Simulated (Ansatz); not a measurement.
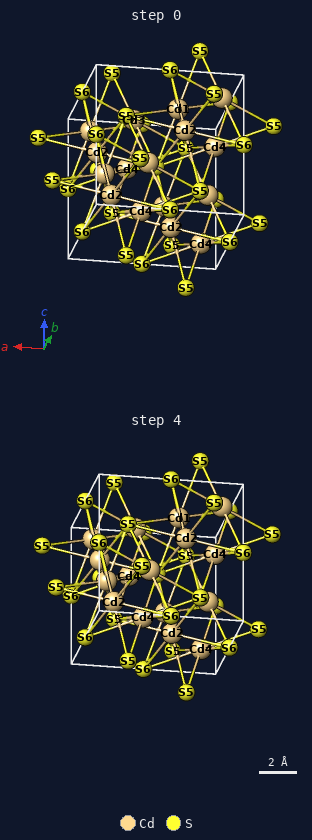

The structure of a crystal of Cd₂S (a generated structure, set up in Fd-3m) before (top) and after (bottom) a relaxation, at one scale.

Style: ball-and-stick. Shown: the conventional cell (4 times the calculation's cell), from a free direction. Lengths and directions refer to the drawn axes.

Level of theory: DFT PBE, scalar-relativistic, plane waves, PAW in Ansatz 0.2.0.

The input:
```yaml
crystal:
  lattice:
    - [0.0, 4.12734287, 4.12734287]
    - [4.12734287, 0.0, 4.12734287]
    - [4.12734287, 4.12734287, 0.0]
  atoms:
    - { symbol: Cd, position: [0.125, 0.625, 0.125] }
    - { symbol: Cd, position: [0.125, 0.125, 0.625] }
    - { symbol: Cd, position: [0.625, 0.125, 0.125] }
    - { symbol: Cd, position: [0.125, 0.125, 0.125] }
    - { symbol: S, position: [0.75, 0.75, 0.75] }
    - { symbol: S, position: [0.5, 0.5, 0.5] }
basis:
  ecutwfc: 420
kpoints:
  mp_grid: { grid: [8, 8, 8] }
hamiltonian:
  xc: pbe
scf:
  occupations: { method: gaussian, width: 0.02 }
output:
  forces: true
  stress: true
  eigenvalues: true
  write_density: true
  write_potential: true
  elf: true
  volumetric_format: npy
relax:
  adjacent_minimum: "off"
  f_tol: 0.01
  max_steps: 80
  cell: { stress_tol: 0.05 }
```

Launched with:
```bash
ansatz run input.yaml --threads 1 --pin off --max-ram 2048MiB --backend cpu --events-out ev --progress --plain --runs-dir out
```

Question: Describe what moved and what it gained.

Answer: After 3 accepted moves (4 points after the start) the energy has fallen by 17.1 meV per atom. All forces vanish by symmetry, so only the cell relaxes. The pressure goes from −3.32 to 0.00 GPa. The SCF was repeated once at an unchanged geometry on a basis and grid sized afresh for the cell, which shifted the energy by 0.5 meV per atom at most. No atom moves by more than 0.005 Å relative to the cell. The drawn cell changes as follows: a = b = c 8.255 → 8.070 Å (−2.2 %); the volume changes by −6.6 %. Near-neighbour distances that change, for instance: Cd1–S5 3.422 → 3.346 Å, Cd1–Cd2 2.918 → 2.853 Å. The space group stays Fd-3m (No. 227). Cost: 55 s on 1 thread of Arm Neoverse V2 (shared host), peak memory 0.48 GiB.
